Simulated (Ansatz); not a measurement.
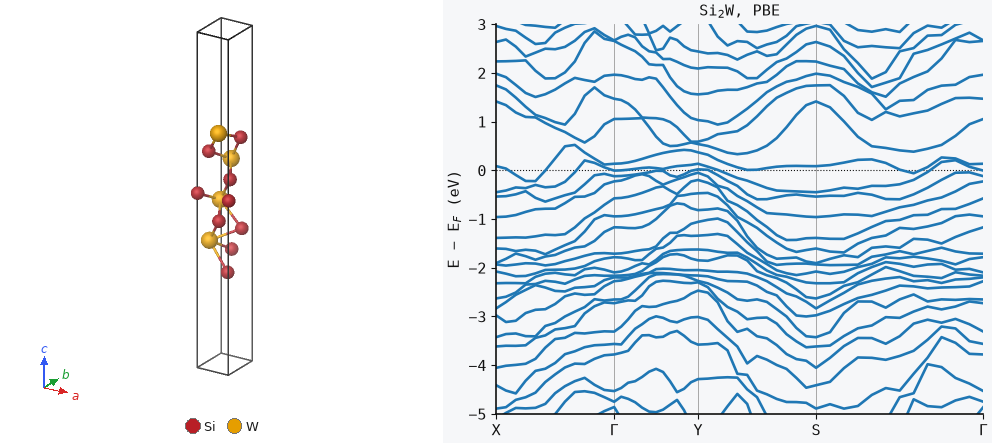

Band structure, beside the structure. Energies are counted from the Fermi level.

Input of the run:

```
crystal:
  lattice:
    - [3.2289953256, 0.0, 0.0]
    - [-1.6144976628, 4.2518642008, 0.0]
    - [0.0, 0.0, 25.9491929706]
  atoms:
    - { symbol: Si, position: [0.6880807141, 0.377321712, 0.2834812679] }
    - { symbol: Si, position: [0.4364689574, 0.8733698063, 0.3258294755] }
    - { symbol: W, position: [0.1547045461, 0.3096074421, 0.3697831406] }
    - { symbol: Si, position: [0.8683511981, 0.7362937101, 0.4032106315] }
    - { symbol: Si, position: [0.5786199321, 0.1573636528, 0.442920563] }
    - { symbol: W, position: [0.2931108939, 0.5861175396, 0.4829540111] }
    - { symbol: Si, position: [0.0051235683, 0.010055861, 0.5197613317] }
    - { symbol: Si, position: [0.7190728247, 0.4380602786, 0.5583629067] }
    - { symbol: W, position: [0.4311199514, 0.8621445376, 0.5960970358] }
    - { symbol: Si, position: [0.1471533457, 0.2939729262, 0.6357215615] }
    - { symbol: Si, position: [0.8540864042, 0.7079999463, 0.6759045365] }
    - { symbol: W, position: [0.5728830418, 0.1452433432, 0.7051163418] }
basis:
  ecutwfc: 420
kpoints:
  mp_grid: { grid: [11, 8, 1] }
  band_path:
    path: [[0.5, 0, 0], [0, 0, 0], [0, 0.5, 0], [0.5, 0.5, 0], [0, 0, 0]]
    npoints: 12
hamiltonian:
  xc: pbe
scf:
  occupations: { method: gaussian, width: 0.1 }
  n_extra_bands: 30
output:
  forces: true
  eigenvalues: true
  populations: true
  fatbands: true
  write_density: true
  write_potential: true
  elf: true
  volumetric_format: npy
efield:
  axis: 3
  dipole_correction: true
  ramp_width: 0.04
```

Launched with:
```bash
ansatz run input.yaml --threads 2 --pin off --max-ram 5632MiB --backend cpu --events-out ev --progress --plain --runs-dir out
```

Question: Metal, semiconductor or insulator?

Answer: A metal: bands cross the Fermi level along this path.

Question: By band count a gap could open at this filling. What closes it?

Answer: The last band that the electron count would fill rises to 0.21 eV above the Fermi level between S and Γ, leaving holes there, and the next band dips to 0.22 eV below it between X and Γ, holding electrons: an overlap of 0.43 eV, small enough to call it a semimetal.

Spin-orbit coupling is left out, which matters for W.
